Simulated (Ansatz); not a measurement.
## Two runs on TiSi2

System: TiSi2 (slab, 18 atoms in the cell).
Method of the first run: DFT PBE, scalar-relativistic, plane waves, PAW, no spin polarisation (Ansatz 0.2.0).

The structure derives from a Materials Project entry. Text and figures count atoms from 1; the logs count them from 0 in places.

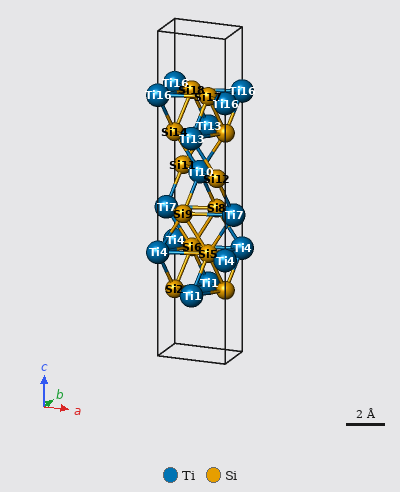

**Figure 1.** The structure as given in the input (ball-and-stick view of the cell of the calculation, with the vacuum cut short, seen slightly off an axis; atoms are numbered from 1 in the order of the input).

### Input file, the first run
```yaml
crystal:
  lattice:
    - [4.7827940929, 0.0, 0.0]
    - [-2.3669914019, 4.1560162462, 0.0]
    - [0.0, 0.0, 25.7004598267]
  atoms:
    - { symbol: Ti, position: [0.5, 0.0, 0.2918235724] }
    - { symbol: Si, position: [0.1630629673, 0.3369370327, 0.2918235724] }
    - { symbol: Si, position: [0.8369370327, 0.6630629673, 0.2918235724] }
    - { symbol: Ti, position: [0.0, 0.0, 0.3750941435] }
    - { symbol: Si, position: [0.6630629673, 0.3369370327, 0.3750941435] }
    - { symbol: Si, position: [0.3369370327, 0.6630629673, 0.3750941435] }
    - { symbol: Ti, position: [0.0, 0.5, 0.4583647145] }
    - { symbol: Si, position: [0.6630629673, 0.8369370327, 0.4583647145] }
    - { symbol: Si, position: [0.3369370327, 0.1630629673, 0.4583647145] }
    - { symbol: Ti, position: [0.5, 0.5, 0.5416352855] }
    - { symbol: Si, position: [0.1630629673, 0.8369370327, 0.5416352855] }
    - { symbol: Si, position: [0.8369370327, 0.1630629673, 0.5416352855] }
    - { symbol: Ti, position: [0.5, 0.0, 0.6249058565] }
    - { symbol: Si, position: [0.1630629673, 0.3369370327, 0.6249058565] }
    - { symbol: Si, position: [0.8369370327, 0.6630629673, 0.6249058565] }
    - { symbol: Ti, position: [0.0, 0.0, 0.7081764276] }
    - { symbol: Si, position: [0.6630629673, 0.3369370327, 0.7081764276] }
    - { symbol: Si, position: [0.3369370327, 0.6630629673, 0.7081764276] }
basis:
  ecutwfc: 420
kpoints:
  mp_grid: { grid: [8, 8, 1] }
hamiltonian:
  xc: pbe
scf:
  occupations: { method: gaussian, width: 0.1 }
output:
  forces: true
  stress: true
  eigenvalues: true
efield:
  axis: 3
  dipole_correction: true
  ramp_width: 0.04
```

Command:
```bash
ansatz run input.yaml --threads 4 --pin off --max-ram 8192MiB --backend cpu --events-out ev --progress --plain --runs-dir out
```

Hardware: 4 threads of Arm Neoverse V2, 128 GiB of memory available, shared host.

### Output, shortened to warnings, some set-up lines, iterations and results (the first run)
```
Basis set: ecut = 420 eV, 9853 PW (Γ), exchange–correlation on 64×64×360 points (8 copies of the dense FFT grid, shifted against one another)
Symmetry: 2 space group operations
k-points: 34 of 64
Initial density: superposition of atomic densities (neutral atoms: chi_scale 0, normalization atom), corrected by the library's trained network
[...]
SCF iter   1: F=—  HF=-22633.125704 eV  |F-HF|=—  |Δ(HF+E_count)|=         —  Δρ=7.67e-3  dr2=3.30e0  ethr=1.77e-3  p=0.000 e·Å  D=4.17e-14 V/Å  ΔV_dip=-0.00 eV  …
SCF iter   2: F=—  HF=-22633.048328 eV  |F-HF|=—  |Δ(HF+E_count)|=   7.74e-2  Δρ=3.00e-3  dr2=3.89e-1  ethr=1.77e-3  p=0.000 e·Å  D=8.34e-6 V/Å  ΔV_dip=-0.00 eV  …
SCF iter   3: F=—  HF=-22633.034503 eV  |F-HF|=—  |Δ(HF+E_count)|=   1.38e-2  Δρ=5.35e-4  dr2=5.95e-3  ethr=3.24e-4  p=0.000 e·Å  D=5.01e-6 V/Å  ΔV_dip=-0.00 eV  …
SCF iter   4: F=—  HF=-22633.035195 eV  |F-HF|=—  |Δ(HF+E_count)|=   6.91e-4  Δρ=2.09e-4  dr2=8.56e-4  ethr=4.96e-6  p=0.000 e·Å  D=3.95e-6 V/Å  ΔV_dip=-0.00 eV  …
SCF iter   5: F=—  HF=-22633.035202 eV  |F-HF|=—  |Δ(HF+E_count)|=   7.20e-6  Δρ=4.51e-5  dr2=1.92e-5  ethr=7.13e-7  p=0.000 e·Å  D=2.35e-6 V/Å  ΔV_dip=-0.00 eV  …
SCF iter   6: F=—  HF=-22633.035481 eV  |F-HF|=—  |Δ(HF+E_count)|=   2.79e-4  Δρ=2.00e-5  dr2=8.65e-6  ethr=1.60e-8  p=0.000 e·Å  D=1.19e-6 V/Å  ΔV_dip=-0.00 eV  …
SCF iter   7: F=—  HF=-22633.035482 eV  |F-HF|=—  |Δ(HF+E_count)|=   5.83e-7  Δρ=6.89e-6  dr2=8.83e-7  ethr=7.20e-9  p=0.000 e·Å  D=6.61e-7 V/Å  ΔV_dip=-0.00 eV  …
SCF iter   8: F=—  HF=-22633.035482 eV  |F-HF|=—  |Δ(HF+E_count)|=   1.46e-7  Δρ=2.54e-6  dr2=1.10e-7  ethr=8.33e-11  p=0.000 e·Å  D=2.72e-7 V/Å  ΔV_dip=-0.00 eV  …
SCF iter   9: F=-22633.035482 eV  HF=-22633.035482 eV  |F-HF|=1.15e-8  |Δ(HF+E_count)|=   3.45e-8  Δρ=1.22e-6  dr2=2.08e-8  ethr=8.33e-11  p=0.000 e·Å  D=6.45e-8 V/Å  …
SCF 1 converged in 9 iterations: F = -22633.035482 eV  dr2 = 2.08e-8
SCF converged after 9 iterations
Free energy (F): -22633.035482 eV
Harris-Foulkes:  -22633.035482 eV  (|F-HF|=1.15e-8)
Internal energy: -22632.980702 eV  (E = F + TS)
E sigma→0 (E₀):  -22633.008092 eV
Entropy (-TS):   -0.054780 eV (-3.043 meV/atom)
Fermi energy:    4.486160 eV
Dipole field:    D = -0.000000 V/Å  (p = -0.000001 e·Å, saw-weighted, corrected)
Work function:   Φ+ = 3.7935 eV   Φ− = 3.7935 eV
Levels:          The Fermi level and band energies are counted from a zero that moves with the ramp; work functions are not
--- Per-component energies (eV) ---
  E_band       = -1633.853365
  E_kinetic    = 2137.728041
  E_local      = -77422.440056  (includes V_loc(G=0)·N_el)
  E_nonlocal   = 352.608651
  E_hartree    = 37831.489504
  E_xc         = -1259.514567
  E_vxc        = -1309.636106  (∫ρ·V_xc dr)
  E_paw        = -12437.537151  (= ΣΔE_a)
  E_vpaw       = -1055.113562  (= ΣTr[D̂ρ^β])
  E_aug_tail   = 0.000786  (compensation charges beyond the density's cutoff)
  E_efield     = 0.000000  (sawtooth field / dipole correction)
  E_vefield    = 0.000000  (∫n·V_field dr)
  E_ewald      = 28164.684089
  E_smearing   = -0.054780  (= −TS)
  E_closure    = -0.000000  (closes the sum)
  Σ components = -22633.035482   (vs F -22633.035482, Δ=0.00e0)
--- Forces (eV/Å), atoms counted from 1 ---
  atom   1  Ti     0.00000000     0.00000000    -0.09785033
  atom   2  Si    -0.01778592     0.21272509    -0.05080219
  atom   3  Si     0.01778592    -0.21272509    -0.05080219
  atom   4  Ti     0.00000000     0.00000000     0.14249281
  atom   5  Si    -0.00918798     0.03916849    -0.06263910
  atom   6  Si     0.00918798    -0.03916849    -0.06263910
  atom   7  Ti     0.00000000     0.00000000     0.10117457
  atom   8  Si     0.00180528     0.04458912     0.14941483
  atom   9  Si    -0.00180528    -0.04458912     0.14941483
  atom  10  Ti     0.00000000     0.00000000    -0.10117389
  atom  11  Si     0.00180525     0.04458915    -0.14941442
  atom  12  Si    -0.00180525    -0.04458915    -0.14941442
  atom  13  Ti     0.00000000     0.00000000    -0.14249389
  atom  14  Si    -0.00918804     0.03916826     0.06263872
  atom  15  Si     0.00918804    -0.03916826     0.06263872
  atom  16  Ti     0.00000000     0.00000000     0.09785039
  atom  17  Si    -0.01778588     0.21272484     0.05080237
  atom  18  Si     0.01778588    -0.21272484     0.05080237
  max |Σ_I F_I| component: 1.03e-7 eV/Å
--- Stress (GPa, compression-positive) ---
       -2.988230       0.031394       0.000000
        0.031394      -2.300715       0.000000
        0.000000       0.000000       0.366390
  P = ⅓ Tr σ = -1.6409 GPa (-16.409 kbar)
```

The input of the second run differs as follows (lines with − go, lines with + come):
```diff
-  mp_grid: { grid: [8, 8, 1] }
+  mp_grid: { grid: [8, 7, 2] }
+  max_iter: 60
```

What does this change do to the results?

The free energy of the second run is 0.02 meV per atom higher, which comes mainly from the change of mesh; a solver setting shouldn't move a converged energy. The number of SCF iterations is the same. The irreducible k-points go from 34 to 58. On the same kind of shared host the second run took about 1.6 times as long.

### Output, shortened to warnings, some set-up lines, iterations and results (the second run)
```
Basis set: ecut = 420 eV, 9853 PW (Γ), exchange–correlation on 64×64×360 points (8 copies of the dense FFT grid, shifted against one another)
Symmetry: 2 space group operations
k-points: 58 of 112
Initial density: superposition of atomic densities (neutral atoms: chi_scale 0, normalization atom), corrected by the library's trained network
[...]
SCF iter   1: F=—  HF=-22633.121109 eV  |F-HF|=—  |Δ(HF+E_count)|=         —  Δρ=7.57e-3  dr2=3.16e0  ethr=1.77e-3  p=0.000 e·Å  D=4.17e-14 V/Å  ΔV_dip=-0.00 eV  …
SCF iter   2: F=—  HF=-22633.046411 eV  |F-HF|=—  |Δ(HF+E_count)|=   7.47e-2  Δρ=2.90e-3  dr2=3.54e-1  ethr=1.77e-3  p=0.000 e·Å  D=1.03e-5 V/Å  ΔV_dip=-0.00 eV  …
SCF iter   3: F=—  HF=-22633.034064 eV  |F-HF|=—  |Δ(HF+E_count)|=   1.23e-2  Δρ=4.83e-4  dr2=3.53e-3  ethr=2.95e-4  p=0.000 e·Å  D=4.80e-6 V/Å  ΔV_dip=-0.00 eV  …
SCF iter   4: F=—  HF=-22633.034819 eV  |F-HF|=—  |Δ(HF+E_count)|=   7.55e-4  Δρ=2.36e-4  dr2=8.90e-4  ethr=2.94e-6  p=0.000 e·Å  D=3.22e-6 V/Å  ΔV_dip=-0.00 eV  …
SCF iter   5: F=—  HF=-22633.034801 eV  |F-HF|=—  |Δ(HF+E_count)|=   1.81e-5  Δρ=5.30e-5  dr2=2.59e-5  ethr=7.42e-7  p=0.000 e·Å  D=1.87e-6 V/Å  ΔV_dip=-0.00 eV  …
SCF iter   6: F=—  HF=-22633.035075 eV  |F-HF|=—  |Δ(HF+E_count)|=   2.74e-4  Δρ=1.86e-5  dr2=7.83e-6  ethr=2.16e-8  p=0.000 e·Å  D=9.03e-7 V/Å  ΔV_dip=-0.00 eV  …
SCF iter   7: F=—  HF=-22633.035075 eV  |F-HF|=—  |Δ(HF+E_count)|=   5.26e-7  Δρ=7.06e-6  dr2=9.65e-7  ethr=6.53e-9  p=0.000 e·Å  D=4.86e-7 V/Å  ΔV_dip=-0.00 eV  …
SCF iter   8: F=—  HF=-22633.035075 eV  |F-HF|=—  |Δ(HF+E_count)|=   9.73e-8  Δρ=2.71e-6  dr2=1.53e-7  ethr=8.04e-10  p=0.000 e·Å  D=2.02e-7 V/Å  ΔV_dip=-0.00 eV  …
SCF iter   9: F=-22633.035075 eV  HF=-22633.035075 eV  |F-HF|=4.16e-9  |Δ(HF+E_count)|=   2.05e-8  Δρ=1.25e-6  dr2=2.05e-8  ethr=8.33e-11  p=0.000 e·Å  D=4.81e-8 V/Å  …
SCF 1 converged in 9 iterations: F = -22633.035075 eV  dr2 = 2.05e-8
SCF converged after 9 iterations
Free energy (F): -22633.035075 eV
Harris-Foulkes:  -22633.035075 eV  (|F-HF|=4.16e-9)
Internal energy: -22632.982436 eV  (E = F + TS)
E sigma→0 (E₀):  -22633.008756 eV
Entropy (-TS):   -0.052640 eV (-2.924 meV/atom)
Fermi energy:    4.492760 eV
Dipole field:    D = -0.000000 V/Å  (p = -0.000000 e·Å, saw-weighted, corrected)
Work function:   Φ+ = 3.7899 eV   Φ− = 3.7899 eV
Levels:          The Fermi level and band energies are counted from a zero that moves with the ramp; work functions are not
--- Per-component energies (eV) ---
  E_band       = -1634.213947
  E_kinetic    = 2137.725664
  E_local      = -77422.065768  (includes V_loc(G=0)·N_el)
  E_nonlocal   = 352.597792
  E_hartree    = 37831.122586
  E_xc         = -1259.516478
  E_vxc        = -1309.638450  (∫ρ·V_xc dr)
  E_paw        = -12437.531107  (= ΣΔE_a)
  E_vpaw       = -1055.103777  (= ΣTr[D̂ρ^β])
  E_aug_tail   = 0.000786  (compensation charges beyond the density's cutoff)
  E_efield     = 0.000000  (sawtooth field / dipole correction)
  E_vefield    = 0.000000  (∫n·V_field dr)
  E_ewald      = 28164.684089
  E_smearing   = -0.052640  (= −TS)
  E_closure    = 0.000000  (closes the sum)
  Σ components = -22633.035075   (vs F -22633.035075, Δ=0.00e0)
--- Forces (eV/Å), atoms counted from 1 ---
  atom   1  Ti     0.00000000     0.00000000    -0.07816613
  atom   2  Si    -0.01651822     0.20978381    -0.05620388
  atom   3  Si     0.01651822    -0.20978381    -0.05620388
  atom   4  Ti     0.00000000     0.00000000     0.14045248
  atom   5  Si     0.00243582     0.03499230    -0.08369427
  atom   6  Si    -0.00243582    -0.03499230    -0.08369427
  atom   7  Ti     0.00000000     0.00000000     0.11615306
  atom   8  Si     0.00786872     0.04758885     0.16082106
  atom   9  Si    -0.00786872    -0.04758885     0.16082106
  atom  10  Ti     0.00000000     0.00000000    -0.11615307
  atom  11  Si     0.00786886     0.04758881    -0.16082096
  atom  12  Si    -0.00786886    -0.04758881    -0.16082096
  atom  13  Ti     0.00000000     0.00000000    -0.14045260
  atom  14  Si     0.00243583     0.03499233     0.08369414
  atom  15  Si    -0.00243583    -0.03499233     0.08369414
  atom  16  Ti     0.00000000     0.00000000     0.07816632
  atom  17  Si    -0.01651824     0.20978362     0.05620394
  atom  18  Si     0.01651824    -0.20978362     0.05620394
  max |Σ_I F_I| component: 1.07e-7 eV/Å
--- Stress (GPa, compression-positive) ---
       -2.996108       0.034967       0.000000
        0.034967      -2.321249       0.000000
        0.000000       0.000000       0.400119
  P = ⅓ Tr σ = -1.6391 GPa (-16.391 kbar)
```

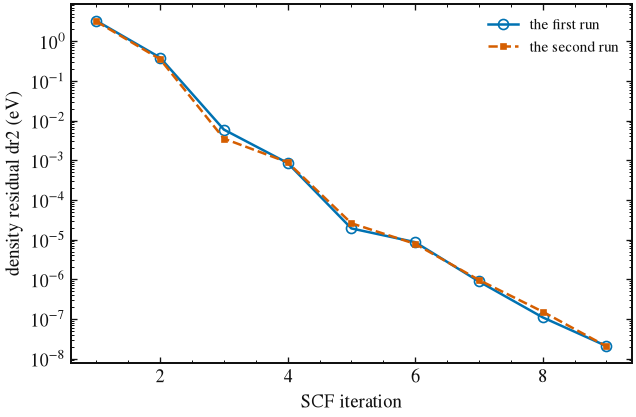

**Figure 2.** Convergence of the two runs: density residual dr2 against the SCF iteration. The first run takes 9 iterations in all, and the second run takes 9.

### The two runs side by side

```csv
quantity,the first run,the second run
outcome,converged,converged
free energy per atom (eV),−1257.3909,−1257.3908
"energy per atom, smearing taken to zero (eV)",−1257.3893,−1257.3894
gap on the mesh (eV),0.00,0.00
work function (eV),3.79,–
largest force (eV/Å),0.219,0.218
SCF iterations,9,9
irreducible k-points,34,58
plane waves at Γ,9853,9853
wall time (shared host),46 s,74 s
```

For the second run: This input holds a deliberate fault: a mesh that breaks the symmetry (`kpoints.mp_grid.grid`). It did no harm here: the run converged to the energy of the sound run within 1 meV per atom.
